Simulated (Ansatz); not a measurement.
## Run report: Mo, geometry relaxation

Mo (Im-3m, 1 atom in the cell), computed with DFT, PBEsol, plane waves, PAW, no spin polarisation (Ansatz 0.2.0).

The structure derives from an entry of the Crystallography Open Database. Some settings of this run were made unusual or wrong on purpose. Figures and captions count atoms from 1; the log counts them from 0 in places.

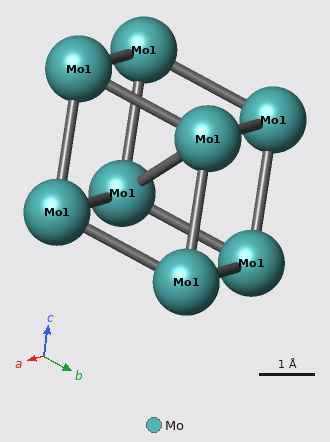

The structure as given in the input (ball-and-stick view of the cell of the calculation, seen slightly off an axis; atoms are numbered from 1 in the order of the input). An atom can appear more than once, as a periodic image.

## The input
```yaml
crystal:
  lattice:
    - [-1.571, 1.571, 1.571]
    - [1.571, -1.571, 1.571]
    - [1.571, 1.571, -1.571]
  atoms:
    - { symbol: Mo, position: [0.0, 0.0, 0.0] }
basis:
  ecutwfc: 420
kpoints:
  mp_grid: { grid: [18, 18, 18] }
hamiltonian:
  xc: pbesol
scf:
  occupations: { method: fixed }
  max_iter: 60
output:
  forces: true
  eigenvalues: true
  stress: true
relax:
  adjacent_minimum: "off"
  f_tol: 0.005
  max_steps: 80
  cell: { stress_tol: 0.05 }
```

Launched with:
```bash
ansatz run input.yaml --threads 2 --pin off --max-ram 5120MiB --backend cpu --events-out ev --progress --plain --runs-dir out
```

## What the program printed
```
The last accepted step is kept in [file] (removed where the run ends without a failure and the disk answers)
Engine: ansatz 0.2.0, x86_64-unknown-linux-gnu
Pseudopotentials: kind: paw
Pseudopotential: Mo, paw, valence charge 14, recommended cutoff 420 eV (normal), Mo.paw.azcp
Functional definition: PBEsol
  exchange = pbesol_x
  correlation = pbesol_c
Crystal: 1 atoms, lattice volume = 15.509 Å³
Basis set: ecut = 420 eV, 321 PW (Γ), exchange–correlation on 40×40×40 points (8 copies of the dense FFT grid, shifted against one another)
Bands: 11, of which v1, the nominal top of the filled ones, is band 7 counted from 1 (6 counted from 0)
Symmetry: 48 space group operations
Space group: Im-3m (ITA 229), of the structure as read, at distance tolerance 2.5e-5 Å
k-points: 195 of 5832
Non-local potential: Mo, projectors of the file, l = 0: 3, l = 1: 2, l = 2: 2, l = 3: 1
PAW form: soft (Blöchl's): semilocal exchange-correlation on the pseudo side does not see the compensation charge
PAW frozen core: Mo, regenerated for the run's functional, and the local potential with it (the file was generated under x = pbe(κ = 0.804, μ = 0.2195149727645171), c = pbe(β = 0.06672455060314922))
PAW one-centre angular grid: Mo, 590 points (default); XC on 64 Gauss nodes
Initial density: superposition of atomic densities (neutral atoms: chi_scale 0, normalization atom), corrected by the library's trained network
Initial wavefunctions: pseudopotential atomic-orbital guess
Functional: x = pbesol(κ = 0.804, μ = 0.12345679012345678), c = pbesol(β = 0.046)
SCF iter   1: F=—  HF=-4897.201534 eV  |F-HF|=—  |Δ(HF+E_count)|=         —  Δρ=1.00e-2  dr2=1.33e-2  ethr=1.77e-3  ⟨swp⟩=4.0  Hψ=11396  notcnv=0  defer=364
preconditioner: auto → none  [insulator: Δε(μ)=0.000 eV  Ē_g=10.969 eV  n_scr=0 (ndim 8)  ℏωp=23.1 eV  f_vac=0.000  ε∞_Penn≈5.4]
SCF iter   2: F=—  HF=-4897.196609 eV  |F-HF|=—  |Δ(HF+E_count)|=   4.93e-3  Δρ=3.67e-3  dr2=7.96e-4  ethr=9.51e-5  ⟨swp⟩=2.8  Hψ=4777  notcnv=0  defer=387
SCF iter   3: F=—  HF=-4897.196373 eV  |F-HF|=—  |Δ(HF+E_count)|=   2.36e-4  Δρ=1.26e-3  dr2=9.81e-5  ethr=5.69e-6  ⟨swp⟩=1.4  Hψ=2283  notcnv=0  defer=385
SCF iter   4: F=—  HF=-4897.196343 eV  |F-HF|=—  |Δ(HF+E_count)|=   3.02e-5  Δρ=5.37e-5  dr2=1.09e-7  ethr=7.01e-7  ⟨swp⟩=1.8  Hψ=3136  notcnv=0  defer=30
iter 5 did not close the SCF: its close was put off for the readings that it lacked (scf_convergence_deferred on its scf_iter line)
SCF iter   5: F=-4897.196343 eV  HF=-4897.196343 eV  |F-HF|=8.51e-10  |Δ(HF+E_count)|=   4.53e-8  Δρ=8.52e-6  dr2=3.84e-9  ethr=7.82e-10  ⟨swp⟩=2.5  Hψ=3275  notcnv=0  defer=30
SCF iter   6: F=-4897.196343 eV  HF=-4897.196343 eV  |F-HF|=2.09e-11  |Δ(HF+E_count)|=   5.78e-9  Δρ=9.96e-7  dr2=3.01e-11  ethr=2.74e-11  ⟨swp⟩=3.6  Hψ=9918  notcnv=0
SCF 1 converged in 6 iterations: F = -4897.196343 eV  dr2 = 3.01e-11
  greatest PAW one-centre occupation: 0.999 electrons in one spin orbital (limit 2), on the Mo atom at site 0 (counted from 0), in its partial waves of l = 0
relax step   1: F+E_penalty+E_count = -4897.19634277 eV  Δ(F+E_penalty+E_count) = +0.000e0 eV  max|allowed force component| = 0.000e0 eV/Å  Δτ_max = 0.0000 Å  P = +2.540 GPa  Ω = 15.509 Å³  (6 SCF iters, dr2 threshold 1.00e-7 eV, accepted)
Crystal: 1 atoms, lattice volume = 15.937 Å³
Initial density: handed on by an earlier stage of this run
Initial wavefunctions: those handed on with the density
iter 1 solved again at ethr=1.62e-6 eV; its pass at ethr=3.10e-3 eV (dr2=2.27e-4 eV) is discarded
SCF iter   1: F=—  HF=-4897.192827 eV  |F-HF|=—  |Δ(HF+E_count)|=         —  Δρ=1.87e-3  dr2=2.34e-4  ethr=1.62e-6  ⟨swp⟩=1.8  Hψ=13920  notcnv=0  defer=339
preconditioner: auto → none  [insulator: Δε(μ)=0.000 eV  Ē_g=10.686 eV  n_scr=0 (ndim 8)  ℏωp=22.8 eV  f_vac=0.000  ε∞_Penn≈5.5]
SCF iter   2: F=—  HF=-4897.192855 eV  |F-HF|=—  |Δ(HF+E_count)|=   2.78e-5  Δρ=9.12e-4  dr2=4.65e-5  ethr=1.62e-6  ⟨swp⟩=1.0  Hψ=2145  notcnv=0  defer=228
SCF iter   3: F=—  HF=-4897.192872 eV  |F-HF|=—  |Δ(HF+E_count)|=   1.71e-5  Δρ=1.25e-4  dr2=2.24e-6  ethr=3.32e-7  ⟨swp⟩=2.0  Hψ=2742  notcnv=0  defer=5
SCF iter   4: F=-4897.192872 eV  HF=-4897.192872 eV  |F-HF|=1.29e-8  |Δ(HF+E_count)|=   6.71e-7  Δρ=2.72e-5  dr2=2.49e-8  ethr=7.14e-10  ⟨swp⟩=5.0  Hψ=12201  notcnv=0
SCF 2 converged in 4 iterations: F = -4897.192872 eV  dr2 = 2.49e-8
relax step   2: F+E_penalty+E_count = -4897.19287177 eV  Δ(F+E_penalty+E_count) = +3.471e-3 eV  max|allowed force component| = 0.000e0 eV/Å  Δτ_max = 0.0000 Å  P = -4.902 GPa  Ω = 15.937 Å³  energy of the carried Pulay correction = -7.664e-5 eV  (4 SCF iters, dr2 threshold 1.00e-7 eV, rejected (line search))
Crystal: 1 atoms, lattice volume = 15.653 Å³
iter 1 solved again at ethr=8.48e-7 eV; its pass at ethr=3.10e-3 eV (dr2=1.19e-4 eV) is discarded
SCF iter   1: F=—  HF=-4897.197396 eV  |F-HF|=—  |Δ(HF+E_count)|=         —  Δρ=1.22e-3  dr2=1.01e-4  ethr=8.48e-7  ⟨swp⟩=2.1  Hψ=13839  notcnv=0  defer=363
preconditioner: auto → none  [insulator: Δε(μ)=0.000 eV  Ē_g=10.861 eV  n_scr=0 (ndim 8)  ℏωp=23.0 eV  f_vac=0.000  ε∞_Penn≈5.5]
SCF iter   2: F=—  HF=-4897.197405 eV  |F-HF|=—  |Δ(HF+E_count)|=   9.30e-6  Δρ=6.09e-4  dr2=2.00e-5  ethr=7.19e-7  ⟨swp⟩=1.0  Hψ=2145  notcnv=0  defer=19
SCF iter   3: F=—  HF=-4897.197411 eV  |F-HF|=—  |Δ(HF+E_count)|=   6.20e-6  Δρ=1.17e-4  dr2=2.13e-6  ethr=1.43e-7  ⟨swp⟩=2.0  Hψ=3516  notcnv=0  defer=1
SCF iter   4: F=—  HF=-4897.197409 eV  |F-HF|=—  |Δ(HF+E_count)|=   2.08e-6  Δρ=2.12e-5  dr2=2.63e-8  ethr=1.52e-8  ⟨swp⟩=2.9  Hψ=3456  notcnv=0
SCF iter   5: F=—  HF=-4897.197410 eV  |F-HF|=—  |Δ(HF+E_count)|=   8.02e-7  Δρ=6.70e-6  dr2=6.58e-9  ethr=1.88e-10  ⟨swp⟩=2.0  Hψ=3511  notcnv=0
SCF iter   6: F=—  HF=-4897.197410 eV  |F-HF|=—  |Δ(HF+E_count)|=   6.44e-9  Δρ=1.44e-6  dr2=3.04e-10  ethr=4.70e-11  ⟨swp⟩=3.0  Hψ=3569  notcnv=0
SCF iter   7: F=-4897.197410 eV  HF=-4897.197410 eV  |F-HF|=2.73e-12  |Δ(HF+E_count)|=  1.33e-10  Δρ=1.31e-7  dr2=2.55e-12  ethr=1.00e-12  ⟨swp⟩=4.0  Hψ=9744  notcnv=0
SCF 3 converged in 7 iterations: F = -4897.197410 eV  dr2 = 2.55e-12
relax step   3: F+E_penalty+E_count = -4897.19741019 eV  Δ(F+E_penalty+E_count) = -1.067e-3 eV  max|allowed force component| = 0.000e0 eV/Å  Δτ_max = 0.0000 Å  P = -0.075 GPa  Ω = 15.653 Å³  energy of the carried Pulay correction = -2.592e-5 eV  (7 SCF iters, accepted)
Crystal: 1 atoms, lattice volume = 15.648 Å³
iter 1 solved again at ethr=1.90e-10 eV; its pass at ethr=3.10e-3 eV (dr2=2.66e-8 eV) is discarded
SCF iter   1: F=—  HF=-4897.197412 eV  |F-HF|=—  |Δ(HF+E_count)|=         —  Δρ=1.87e-5  dr2=2.24e-8  ethr=1.90e-10  ⟨swp⟩=2.1  Hψ=13431  notcnv=0
preconditioner: auto → none  [insulator: Δε(μ)=0.000 eV  Ē_g=10.865 eV  n_scr=0 (ndim 8)  ℏωp=23.0 eV  f_vac=0.000  ε∞_Penn≈5.5]
SCF iter   2: F=-4897.197412 eV  HF=-4897.197412 eV  |F-HF|=1.44e-9  |Δ(HF+E_count)|=   1.17e-7  Δρ=9.27e-6  dr2=4.66e-9  ethr=1.01e-10  ⟨swp⟩=3.7  Hψ=9560  notcnv=0
SCF 4 converged in 2 iterations: F = -4897.197412 eV  dr2 = 4.66e-9
relax step   4: F+E_penalty+E_count = -4897.19741196 eV  Δ(F+E_penalty+E_count) = -1.774e-6 eV  max|allowed force component| = 0.000e0 eV/Å  Δτ_max = 0.0000 Å  P = +0.001 GPa  Ω = 15.648 Å³  energy of the carried Pulay correction = -2.515e-5 eV  (2 SCF iters, dr2 threshold 1.42e-8 eV, accepted)
Initial wavefunctions: pseudopotential atomic-orbital guess (no wavefunctions were taken with the density)
iter 1 solved again at ethr=2.13e-8 eV; its pass at ethr=3.10e-3 eV (dr2=2.98e-6 eV) is discarded
SCF iter   1: F=—  HF=-4897.197436 eV  |F-HF|=—  |Δ(HF+E_count)|=         —  Δρ=1.98e-5  dr2=9.27e-9  ethr=2.13e-8  ⟨swp⟩=3.2  Hψ=17395  notcnv=0  defer=380
SCF iter   2: F=—  HF=-4897.197437 eV  |F-HF|=—  |Δ(HF+E_count)|=   7.84e-7  Δρ=9.79e-6  dr2=2.25e-9  ethr=6.62e-11  ⟨swp⟩=1.9  Hψ=2893  notcnv=0  defer=222
SCF iter   3: F=—  HF=-4897.197437 eV  |F-HF|=—  |Δ(HF+E_count)|=   1.80e-9  Δρ=6.35e-7  dr2=5.95e-11  ethr=1.61e-11  ⟨swp⟩=1.0  Hψ=2154  notcnv=0  defer=222
SCF iter   4: F=-4897.197437 eV  HF=-4897.197437 eV  |F-HF|=1.82e-12  |Δ(HF+E_count)|=  2.27e-11  Δρ=8.81e-8  dr2=5.02e-13  ethr=1.00e-12  ⟨swp⟩=7.4  Hψ=11115  notcnv=0
WARN: a fill by count may have filled part of one level: at k-index 0 the highest filled band, 19.539235 eV, and the lowest empty band, 19.539235 eV, stand 0.000e0 eV apart, within the solve's uncertainty, 3.162e-6 eV. If they are one level, whatever splits it, however little, can move the result. A smearing (`scf.occupations.method` with a `width`) well over the split that the run's distortions make, where the deck can take one, can fill the level evenly. On an open shell (a free atom, a radical) an even fill, a smearing's or one that the run's symmetry operations hold, can lie tenths of an eV above a state that splits the level, and an energy difference taken against it is then off by as much. To look for that state on an open shell, re-run with `crystal.symmetry.detect: false`, without `crystal.symmetry.time_reversal: true` (on a non-collinear deck from a starting moment too), where the deck allows it, and compare the energies; that run can end on one of several states, or fail to converge. If the gap is true, a tighter SCF threshold (`scf.convergence.dr2_threshold`, or `saddle.dr2_threshold`, `phonons.dr2_threshold` by `fd` or `hamiltonian.hubbard.lr.dr2_threshold` where that key governs the SCF) lowers that uncertainty; where it stays it is the eigensolver's: a larger `scf.n_extra_bands` or, on support functions, `scf.eigensolver.kind: davidson` lowers it. See `scf.occupations.method`, Limitations, in the input reference
SCF 5 converged in 4 iterations: F = -4897.197437 eV  dr2 = 5.02e-13
relax step   5: F+E_penalty+E_count = -4897.19743658 eV  Δ(F+E_penalty+E_count) = -2.462e-5 eV  max|allowed force component| = 0.000e0 eV/Å  Δτ_max = 0.0000 Å  P = +0.000 GPa  Ω = 15.648 Å³  stress off target by 4.03e-5 GPa  SCF on the basis re-selected at this cell (its energy is not comparable with the rows above)  (4 SCF iters)
```

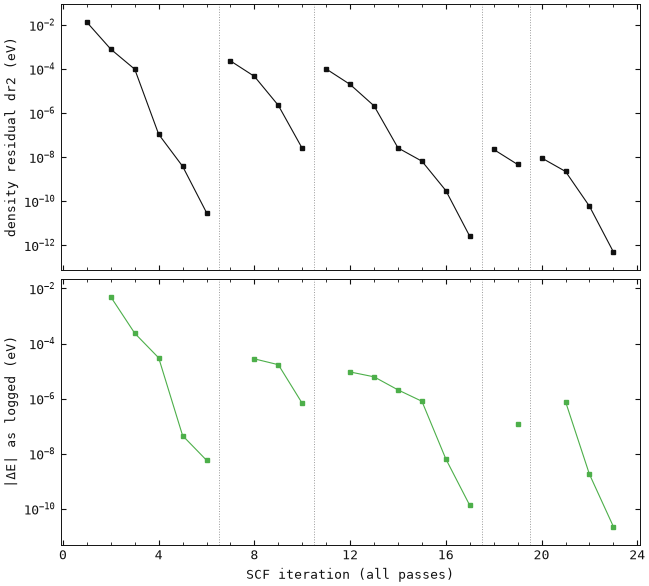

Convergence of the self-consistent field: density residual dr2 and size of the energy change against the SCF iteration. The dotted lines part the SCF passes of the relaxation: geometry steps, rejected trials and re-solves on a re-selected basis. The 5 passes take 2 to 7 iterations each, 23 in all.

```
basis re-selected at this cell: Δ(F+E_penalty+E_count) = -2.462e-5 eV, ΔP = -0.001 GPa vs the last step (what re-selecting the basis moved, of the pressure what is left beyond the Pulay correction that the steps carried, after the strain that the cell walked since its last selection, with what the two solves' SCF thresholds leave and, on support functions, any second-order correction that the steps lacked; it is no measure of the basis error at this ecutwfc). This SCF's stress stands 4.03e-5 GPa from its target on what of the cell is left free (relax.cell.stress_tol is 5.00e-2 GPa) and its largest allowed force component is 0.00e0 eV/Å (relax.f_tol is 5.00e-3 eV/Å): within both
SCF converged after 4 iterations
Free energy (F): -4897.197437 eV
Harris-Foulkes:  -4897.197437 eV  (|F-HF|=1.82e-12)
Internal energy: -4897.197437 eV  (E = F + TS)
E sigma→0 (E₀):  -4897.197437 eV
Fermi energy:    24.888861 eV
--- Per-component energies (eV) ---
  E_band       = -57.055529
  E_kinetic    = 440.615811
  E_local      = -784.542079  (includes V_loc(G=0)·N_el)
  E_nonlocal   = 144.164370
  E_hartree    = 258.022717
  E_xc         = -182.375245
  E_vxc        = -228.425602  (∫ρ·V_xc dr)
  E_paw        = -3143.662999  (= ΣΔE_a)
  E_vpaw       = -144.913486  (= ΣTr[D̂ρ^β])
  E_aug_tail   = 0.000037  (compensation charges beyond the density's cutoff)
  E_ewald      = -1629.629348
  E_core_change = 0.209299  (= ΣΔE_core)
  E_smearing   = -0.000000  (= −TS)
  E_closure    = 0.000000  (closes the sum)
  Σ components = -4897.197437   (vs F -4897.197437, Δ=0.00e0)
--- Forces (eV/Å), atoms counted from 1 ---
  atom   1  Mo    -0.00000000    -0.00000000    -0.00000000
  max |Σ_I F_I| component: 2.36e-32 eV/Å
--- Stress (GPa, compression-positive) ---
        0.000040      -0.000000      -0.000000
       -0.000000       0.000040      -0.000000
       -0.000000       0.000000       0.000040
  P = ⅓ Tr σ = 0.0000 GPa (0.000 kbar)
--- Band table (eV; the first three rows and the last of 195) ---
  k-point 0: bands = ["-40.3217", "-13.6003", "-13.6003", "-13.6003", "13.6746", "19.5392", "19.5392", "19.5392", "22.5489", "22.5489", "35.6104"]
  k-point 1: bands = ["-40.3139", "-13.6456", "-13.6142", "-13.6006", "13.8116", "19.4620", "19.5273", "19.6677", "22.4337", "22.5509", "35.7129"]
  k-point 2: bands = ["-40.2914", "-13.7748", "-13.6543", "-13.6016", "14.2028", "19.2474", "19.4740", "20.0478", "22.1799", "22.5622", "35.9589"]
  k-point 194: bands = ["-39.8716", "-14.5655", "-14.5655", "-14.5655", "15.4735", "15.4735", "24.8889", "24.8889", "24.8889", "29.9337", "29.9337"]
--- Relaxed structure (4 steps of the walk, 3 accepted, 1 SCFs on fresh bases) ---
  F+E_penalty+E_count = -4897.19743658 eV   max|allowed force component| = 0.000e0 eV/Å   (the final SCF, on the basis selected at the relaxed cell)
  cell:  # Å, volume = 15.6483 Å³
    - [-1.5756833947929774, 1.5756833947929774, 1.5756833947929774]
    - [1.5756833947929774, -1.5756833947929774, 1.5756833947929774]
    - [1.5756833947929774, 1.5756833947929774, -1.5756833947929774]
  atoms:
    - { symbol: Mo, position: [0.0, 0.0, 0.0] }
```

## Trajectory as extended XYZ (Å, eV, eV/Å), 5 frames, from step=1 to step=5
```
1
Lattice="-1.5710 1.5710 1.5710 1.5710 -1.5710 1.5710 1.5710 1.5710 -1.5710" Properties=species:S:1:pos:R:3:forces:R:3 step=1 energy=-4897.19634 pressure_GPa=2.54
Mo    0.0000    0.0000    0.0000    0.0000   0.0000   0.0000
1
Lattice="-1.5853 1.5853 1.5853 1.5853 -1.5853 1.5853 1.5853 1.5853 -1.5853" Properties=species:S:1:pos:R:3:forces:R:3 step=2 energy=-4897.19287 pressure_GPa=-4.90 accepted=F
Mo    0.0000    0.0000    0.0000    0.0000   0.0000   0.0000
1
Lattice="-1.5758 1.5758 1.5758 1.5758 -1.5758 1.5758 1.5758 1.5758 -1.5758" Properties=species:S:1:pos:R:3:forces:R:3 step=3 energy=-4897.19741 pressure_GPa=-0.08
Mo    0.0000    0.0000    0.0000    0.0000   0.0000   0.0000
1
Lattice="-1.5757 1.5757 1.5757 1.5757 -1.5757 1.5757 1.5757 1.5757 -1.5757" Properties=species:S:1:pos:R:3:forces:R:3 step=4 energy=-4897.19741 pressure_GPa=0.00
Mo    0.0000    0.0000    0.0000    0.0000   0.0000   0.0000
1
Lattice="-1.5757 1.5757 1.5757 1.5757 -1.5757 1.5757 1.5757 1.5757 -1.5757" Properties=species:S:1:pos:R:3:forces:R:3 step=5 energy=-4897.19744 pressure_GPa=0.00
Mo    0.0000    0.0000    0.0000    0.0000   0.0000   0.0000
```

## Outcome

| quantity | value |
| --- | --- |
| outcome | converged |
| space group (tolerance 0.01 Å) | Im-3m (229) |
| electrons treated | 14 |
| free energy | −4897.1974 eV |
| Fermi energy | 24.889 eV |
| gap on the k-point mesh | none (metallic) |
| pressure | 0.00 GPa |
| final volume | 15.65 Å³ |
| largest force (length of the vector) at the end | under 0.001 eV/Å |
| final cell | a = 2.729 Å, b = 2.729 Å, c = 2.729 Å, α = 109.47°, β = 109.47°, γ = 109.47° |
| hardware | 2 threads of AMD EPYC (Zen 5), 32 GiB of memory available, shared host |
| wall time | 2.2 s (CPU time 4.1 s) |
| peak memory | 0.37 GiB |

## What went wrong

This input holds a deliberate fault: fixed occupations whatever the gap (`scf.occupations`). Fixed occupations are valid only where a gap stays open. The program still converged, but the numbers can't be taken as results for the intended system. Notes on the run: filled and empty bands overlap.
